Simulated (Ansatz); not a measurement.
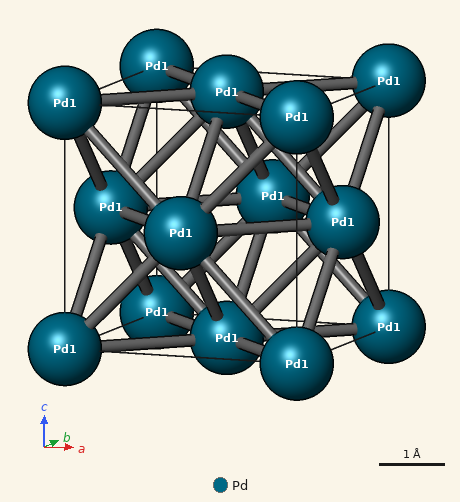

The starting point is crystalline Pd (set up in Fm-3m). A ball-and-stick model of the conventional cell (4 times the calculation's cell), seen slightly off an axis. Lengths and directions refer to the drawn axes.

Theory: DFT, PBE, all-electron PAW with datasets made for the crystal, scalar-relativistic (Ansatz 0.2.0). Set-up: plane-wave cutoff 280 eV; k-point mesh 18 × 18 × 18; occupations fermi dirac; smearing width 0.05 eV; no spin polarisation.

Now this is done to it. The cell is strained by +2.0 % along [1 1 1] and −1.0 % across it (volume 0.0 %), the atoms keeping their fractional coordinates. No relaxation follows.

Input file:
```yaml
crystal:
  lattice:
    - [0.038898, 1.964349, 1.964349]
    - [1.964349, 0.038898, 1.964349]
    - [1.964349, 1.964349, 0.038898]
  atoms:
    - { symbol: Pd, position: [0.0, 0.0, 0.0] }
kpoints:
  mp_grid: { grid: [18, 18, 18] }
scf:
  occupations: { method: fermi_dirac, width: 0.05 }
hamiltonian:
  xc: pbe
  pseudopotentials: { kind: all_electron, datasets: crystal }
output:
  forces: true
  stress: true
  eigenvalues: true
  efg: { contact_densities: true }
```

Launched with:
```bash
ansatz run input.yaml --threads 1 --pin off --max-ram 3072MiB --backend cpu --events-out ev --progress --plain --runs-dir out
```

Q: Predict the response.

A: Near-neighbour distances before and after: Pd–Pd 2.751 → 2.723 to 2.778 Å. The space group (tolerance 0.01 Å) goes from Fm-3m (No. 225) to R-3m (No. 166). Energy change: +4.2 meV per atom. Pressure: 7.5 GPa before, 7.8 GPa after. The principal stresses (compression positive) are 4.5 GPa along [1 1 1] and 9.4 GPa across it. All forces vanish by symmetry.

The changed structure in the same view:

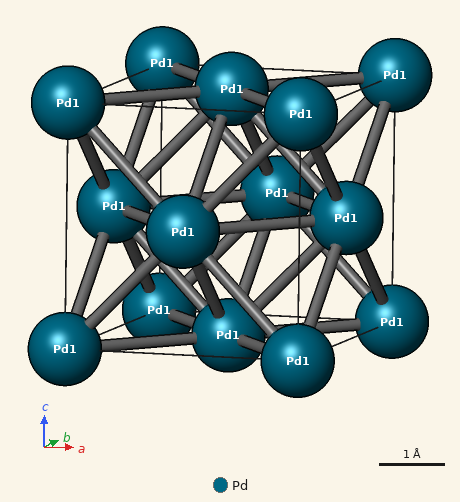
